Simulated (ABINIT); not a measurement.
**Au: phonon calculation (part 1 of 2)**

- system: Au (2 atoms in the cell)
- method: Kohn-Sham DFT of a periodic cell, LDA, PseudoDojo NC SR LDA v0.4.1 standard, no spin polarisation (ABINIT 10.8.3)

The structure derives from a Materials Project entry.

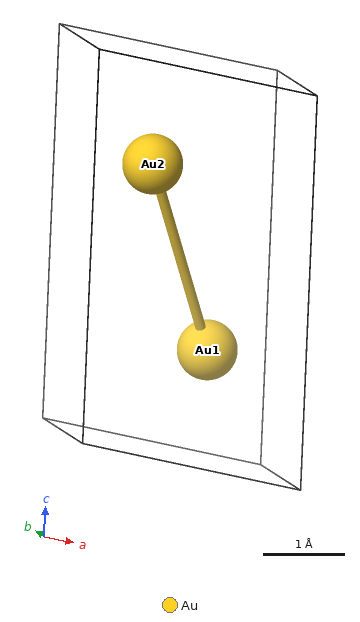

Figure 1. The structure as given in the input (ball-and-stick view of the cell of the calculation, seen slightly off an axis; atoms are numbered from 1 in the order of the input). An atom can appear more than once, as a periodic image. Near neighbours in the periodic cell (some may lie outside the picture): Au has 9 Au at 2.74 to 3.05 Å.

Input:
```
# Datasets
ndtset 2

# Pseudopotentials
pp_dirpath "./"
pseudos "Au.upf"

# Structure
acell 3*1.0 Angstrom
rprim
     2.8154890579     0.0000000000     0.0000000000
    -0.0129553469     2.8201795887     0.0000000000
    -1.1378916452    -1.1854109603     4.9240140333
ntypat 1
znucl 79
natom 2
typat 1 1
chkprim 0
chksymtnons 0
tolsym 1.0e-6
xred
   0.6728620000   0.6659620000   0.2740550000
   0.3271380000   0.3340380000   0.7259450000

# Plane-wave basis
ecut 35.0

# k points
ngkpt 10 10 6
nshiftk 1
shiftk 0.0 0.0 0.0

# Exchange and correlation
ixc 7

# Bands and occupations
nband 27
occopt 4
tsmear 0.2 eV

# SCF cycle
nstep 80

# Output
prteig 0
prtebands 0
prtwf 0
prtden 0
prtpot 0

# Dataset 1: ground state
kptopt1 1
tolvrs1 1.0e-15
prtwf1 1
tolwfr1 1.0e-14
nbdbuf1 4
nline1 6

# Dataset 2: response at q = 0 to atomic displacements
rfphon2 1
rfatpol2 1 2
rfdir2 1 1 1
getwfk2 1
kptopt2 2
nqpt2 1
qpt2 0.0 0.0 0.0
tolvrs2 1.0e-10
```

File mrgddb.in:
```
merged_DDB
Au
2
runo_DS1_DDB
runo_DS2_DDB
```

File anaddb.abi:
```
ddb_filepath "merged_DDB"
output_file "anaddb.abo"
outdata_prefix "ana"
asr 1
chneut 0
dipdip 0
dieflag 0
enunit 0
eivec 1
nph1l 1
qph1l 0.0 0.0 0.0 1.0
```

Launch command:
```bash
mpirun --bind-to none -np 4 abinit run.abi > log 2>&1
mrgddb < mrgddb.in > mrgddb.log 2>&1
anaddb anaddb.abi > anaddb.log 2>&1
```

Log:
```
.Version 10.8.3 of ABINIT
 DATASET    1 : space group P-1 (#  2); Bravais aP (primitive triclinic)
================================================================================
 Values of the parameters that define the memory need for DATASET  1.
     intxc =       0    ionmov =       0      iscf =       7    lmnmax =       7
     lnmax =       7     mgfft =      54  mpssoang =       4    mqgrid =    3001
     natom =       2  nloc_mem =       1    nspden =       1   nspinor =       1
    nsppol =       1      nsym =       2    n1xccc =    2501    ntypat =       1
    occopt =       4   xclevel =       1
       mpw =        2626          nfft =       48600          nkpt =         304
================================================================================
================================================================================

 DATASET    2 : space group P-1 (#  2); Bravais aP (primitive triclinic)
================================================================================
 Values of the parameters that define the memory need for DATASET  2 (RF).
     intxc =       0      iscf =       7    lmnmax =       7     lnmax =       7
     mgfft =      54  mpssoang =       4    mqgrid =    3001     natom =       2
  nloc_mem =       1    nspden =       1   nspinor =       1    nsppol =       1
      nsym =       2    n1xccc =    2501    ntypat =       1    occopt =       4
   xclevel =       1
      nfft =       48600          nkpt =         304
================================================================================
================================================================================

--------------------------------------------------------------------------------
------------- Echo of variables that govern the present computation ------------
--------------------------------------------------------------------------------
 -outvars: echo values of preprocessed input variables --------
            acell      1.8897261259E+00  1.8897261259E+00  1.8897261259E+00 Bohr
              amu      1.96966540E+02
          chkprim           0
      chksymtnons           0
             ecut      3.50000000E+01 Hartree
           getwfk1          0
           getwfk2          1
                       outvar_i_n : Printing only first  50 k-points.
              ixc           7
           jdtset        1    2
                       outvar_i_n : Printing only first  50 k-points.
           kptopt1          1
           kptopt2          2
         kptrlatt       10    0    0      0   10    0      0    0    6
          kptrlen      5.32050323E+01
            natom           2
            nband          27
           nbdbuf1          4
           nbdbuf2          2
           ndtset           2
            ngfft          30      30      54
             nkpt         304
            nline1          6
            nline2          4
             nqpt1          0
             nqpt2          1
            nstep          80
             nsym           2
           ntypat           1
                       prtocc : prtvol=0, do not print more k-points.
           occopt           4
        optdriver1          0
        optdriver2          1
           prtden           0
        prtebands           0
           prteig           0
            prtwf1          1
            prtwf2          0
           rfphon1          0
           rfphon2          1
            rprim      2.8154890579E+00  0.0000000000E+00  0.0000000000E+00
                      -1.2955346900E-02  2.8201795887E+00  0.0000000000E+00
                      -1.1378916452E+00 -1.1854109603E+00  4.9240140333E+00
          spgroup           2
           tolsym      1.00000000E-06
           tolvrs1     1.00000000E-15
           tolvrs2     1.00000000E-10
           tolwfr1     1.00000000E-14
           tolwfr2     0.00000000E+00
           tsmear      7.34986444E-03 Hartree
            typat      1  1
                       outvars : Printing only first  50 k-points.
           xangst      1.5739629349E+00  1.5532646385E+00  1.3494506659E+00
                       9.0679130881E-02  8.1503989875E-02  3.5745633674E+00
            xcart      2.9743588793E+00  2.9352447679E+00  2.5500921790E+00
                       1.7135872270E-01  1.5402021903E-01  6.7549457841E+00
             xred      6.7286200000E-01  6.6596200000E-01  2.7405500000E-01
                       3.2713800000E-01  3.3403800000E-01  7.2594500000E-01
            znucl       79.00000

================================================================================

 chkinp: Checking input parameters for consistency, jdtset=   1.

 chkinp: Checking input parameters for consistency, jdtset=   2.

================================================================================
== DATASET  1 ==================================================================

--- !DatasetInfo
iteration_state: {dtset: 1, }
dimensions: {natom: 2, nkpt: 304, mband: 27, nsppol: 1, nspinor: 1, nspden: 1, mpw: 2626, }
cutoff_energies: {ecut:  35.0, pawecutdg:  -1.0, }
electrons: {nelect:   3.80000000E+01, charge:   0.00000000E+00, occopt:   4.00000000E+00, tsmear:   7.34986444E-03, }
meta: {optdriver: 0, ionmov: 0, optcell: 0, iscf: 7, paral_kgb: 0, }
...

 Exchange-correlation functional for the present dataset will be:
  LDA: Perdew-Wang 92 LSD fit to Ceperley-Alder data - ixc=7
  J.P.Perdew and Y.Wang, PRB 45, 13244 (1992)

 Real(R)+Recip(G) space primitive vectors, cartesian coordinates (Bohr,Bohr^-1):
 R(1)=  5.3205032  0.0000000  0.0000000  G(1)=  0.1879521  0.0008634  0.0436418
 R(2)= -0.0244821  5.3293670  0.0000000  G(2)=  0.0000000  0.1876395  0.0451725
 R(3)= -2.1503036 -2.2401021  9.3050380  G(3)=  0.0000000  0.0000000  0.1074687
 Unit cell volume ucvol=  2.6384356E+02 bohr^3
 Angles (23,13,12)=  1.03141217E+02  1.02662462E+02  9.02632036E+01 degrees

 getcut: wavevector=  0.0000  0.0000  0.0000  ngfft=  30  30  54
         ecut(hartree)=     35.000   => boxcut(ratio)=   2.06788

--- Pseudopotential description ------------------------------------------------
- pspini: atom type   1  psp file is ./Au.upf
  79.00000  19.00000  180309                  znucl, zion, pspdat
12 -1012 3 -1 1324                            pspcod,pspxc,lmax,lloc,mmax
     nproj     2     2     2     1

   2.45128432E+03                                ecore*ucvol(ha*bohr**3)
--------------------------------------------------------------------------------

================================================================================

--- !BeginCycle
iteration_state: {dtset: 1, }
solver: {iscf: 7, nstep: 80, nline: 6, wfoptalg: 0, }
tolerances: {tolwfr: 1.00E-14, tolvrs: 1.00E-15, }
...

     iter   Etot(hartree)      deltaE(h)  residm     vres2
 ETOT  1  -294.95658947890    -2.950E+02 1.224E-01 1.463E+02
 ETOT  2  -295.05360643098    -9.702E-02 2.942E-06 1.158E+02
 ETOT  3  -295.09258421923    -3.898E-02 3.918E-04 5.352E-02
 ETOT  4  -295.09260779307    -2.357E-05 2.867E-07 4.877E-03
 ETOT  5  -295.09260822570    -4.326E-07 2.248E-08 1.854E-04
 ETOT  6  -295.09260827301    -4.732E-08 1.055E-09 1.472E-05
 ETOT  7  -295.09260827488    -1.860E-09 6.462E-11 1.921E-07
 ETOT  8  -295.09260827493    -5.161E-11 1.778E-12 1.132E-08
 ETOT  9  -295.09260827493    -5.400E-12 6.916E-14 1.707E-10
 ETOT 10  -295.09260827493    -5.116E-13 8.161E-15 1.297E-11
 ETOT 11  -295.09260827493    -1.080E-12 9.144E-15 4.045E-13
 ETOT 12  -295.09260827493    -1.705E-13 9.400E-15 8.981E-15
 ETOT 13  -295.09260827493     3.467E-12 9.444E-15 4.805E-17

 At SCF step   13  max residual=  9.44E-15 < tolwfr=  1.00E-14 AND vres2   =  4.81E-17 < tolvrs=  1.00E-15 =>converged.

 Cartesian components of stress tensor (hartree/bohr^3)
  sigma(1 1)=  4.40191762E-04  sigma(3 2)= -5.89046826E-06
  sigma(2 2)=  4.46944239E-04  sigma(3 1)= -9.69743717E-06
  sigma(3 3)=  3.73889513E-04  sigma(2 1)= -8.04858715E-06

--- !ResultsGS
iteration_state: {dtset: 1, }
comment   : Summary of ground state results
lattice_vectors:
- [  5.3205032,   0.0000000,   0.0000000, ]
- [ -0.0244821,   5.3293670,   0.0000000, ]
- [ -2.1503036,  -2.2401021,   9.3050380, ]
lattice_lengths: [   5.32050,    5.32942,    9.80946, ]
lattice_angles: [103.141, 102.662,  90.263, ] # degrees, (23, 13, 12)
lattice_volume:   2.6384356E+02
convergence: {deltae:  3.467E-12, res2:  4.805E-17, residm:  9.444E-15, diffor: null, }
etotal    :  -2.95092608E+02
entropy   :   0.00000000E+00
fermie    :   3.63308750E-01
cartesian_stress_tensor: # hartree/bohr^3
- [  4.40191762E-04,  -8.04858715E-06,  -9.69743717E-06, ]
- [ -8.04858715E-06,   4.46944239E-04,  -5.89046826E-06, ]
- [ -9.69743717E-06,  -5.89046826E-06,   3.73889513E-04, ]
pressure_GPa:  -1.2367E+01
xred      :
- [  6.7286E-01,   6.6596E-01,   2.7405E-01, Au]
- [  3.2714E-01,   3.3404E-01,   7.2594E-01, Au]
cartesian_forces: # hartree/bohr
- [  3.12953754E-04,   2.76136046E-04,   2.99733389E-03, ]
- [ -3.12953754E-04,  -2.76136046E-04,  -2.99733389E-03, ]
force_length_stats: {min:   3.02625207E-03, max:   3.02625207E-03, mean:   3.02625207E-03, }
...

 Integrated electronic density in atomic spheres:
 ------------------------------------------------
 Atom  Sphere_radius  Integrated_density
    1        2.00000         15.56265139
    2        2.00000         15.56265139
================================================================================

 ----iterations are completed or convergence reached----

 Mean square residual over all n,k,spin=   17.330E-16; max=  94.437E-16
 reduced coordinates (array xred) for    2 atoms
       0.672862000000      0.665962000000      0.274055000000
       0.327138000000      0.334038000000      0.725945000000
 rms dE/dt=  1.5410E-02; max dE/dt=  2.6599E-02; dE/dt below (all hartree)
    1      -0.001665071458     -0.001463968591     -0.026598787128
    2       0.001665071458      0.001463968591      0.026598787128

 cartesian coordinates (angstrom) at end:
    1      1.57396293491921     1.55326463852481     1.34945066589603
    2      0.09067913088079     0.08150398987519     3.57456336740397

 cartesian forces (hartree/bohr) at end:
    1      0.00031295375378     0.00027613604577     0.00299733388928
    2     -0.00031295375378    -0.00027613604577    -0.00299733388928
 frms,max,avg= 1.7472074E-03 2.9973339E-03   0.000E+00  0.000E+00  0.000E+00 h/b

 cartesian forces (eV/Angstrom) at end:
    1      0.01609272905468     0.01419948638761     0.15412910560792
    2     -0.01609272905468    -0.01419948638761    -0.15412910560792
 frms,max,avg= 8.9845019E-02 1.5412911E-01   0.000E+00  0.000E+00  0.000E+00 e/A
 length scales=  1.889726125908  1.889726125908  1.889726125908 bohr
              =  1.000000000000  1.000000000000  1.000000000000 angstroms
 Fermi (or HOMO) energy (hartree) =   0.36331   Average Vxc (hartree)=  -0.47845
 Eigenvalues (hartree) for nkpt= 304  k points:
 kpt#   1, nband= 27, wtk=  0.00167, kpt=  0.0000  0.0000  0.0000 (reduced coord)
  -3.50231   -3.50197   -1.71339   -1.70717   -1.70708   -1.70667   -1.70661   -1.70631
   0.05083    0.14366    0.15605    0.17517    0.19585    0.26084    0.26161    0.28141
   0.28390    0.29283    0.30686    0.36374    0.46227    0.87609    0.88091    0.93296
   0.94220    1.01073    1.02388
      occupation numbers for kpt#   1
   2.00000    2.00000    2.00000    2.00000    2.00000    2.00000    2.00000    2.00000
   2.00000    2.00000    2.00000    2.00000    2.00000    2.00000    2.00000    2.00000
   2.00000    2.00000    2.00000    0.74294    0.00000    0.00000    0.00000    0.00000
   0.00000    0.00000    0.00000
 prteigrs : prtvol=0 or 1, do not print more k-points.

--- !EnergyTerms
iteration_state     : {dtset: 1, }
comment             : Components of total free energy in Hartree
kinetic             :  8.48983515539805E+01
hartree             :  6.01377207787148E+01
xc                  : -5.02086576139008E+01
Ewald energy        : -2.01850822929237E+02
psp_core            :  9.29067341144206E+00
local_psp           : -2.01869658479655E+02
non_local_psp       :  4.50974094932374E+00
internal            : -2.95092652329332E+02
'-kT*entropy'       :  4.40544018710507E-05
total_energy        : -2.95092608274930E+02
total_energy_eV     : -8.02987894210310E+03
band_energy         : -2.94191206363201E+01
...

 Cartesian components of stress tensor (hartree/bohr^3)
  sigma(1 1)=  4.40191762E-04  sigma(3 2)= -5.89046826E-06
  sigma(2 2)=  4.46944239E-04  sigma(3 1)= -9.69743717E-06
  sigma(3 3)=  3.73889513E-04  sigma(2 1)= -8.04858715E-06

-Cartesian components of stress tensor (GPa)         [Pressure= -1.2367E+01 GPa]
- sigma(1 1)=  1.29508888E+01  sigma(3 2)= -1.73303559E-01
- sigma(2 2)=  1.31495535E+01  sigma(3 1)= -2.85308452E-01
- sigma(3 3)=  1.10002092E+01  sigma(2 1)= -2.36797609E-01

================================================================================
== DATASET  2 ==================================================================

--- !DatasetInfo
iteration_state: {dtset: 2, }
dimensions: {natom: 2, nkpt: 304, mband: 27, nsppol: 1, nspinor: 1, nspden: 1, mpw: 2628, }
cutoff_energies: {ecut:  35.0, pawecutdg:  -1.0, }
electrons: {nelect:   3.80000000E+01, charge:   0.00000000E+00, occopt:   4.00000000E+00, tsmear:   7.34986444E-03, }
meta: {optdriver: 1, rfphon: 1, }
...

 mkfilename : getwfk/=0, take file _WFK from output of DATASET   1.

 Exchange-correlation functional for the present dataset will be:
  LDA: Perdew-Wang 92 LSD fit to Ceperley-Alder data - ixc=7
  J.P.Perdew and Y.Wang, PRB 45, 13244 (1992)
```
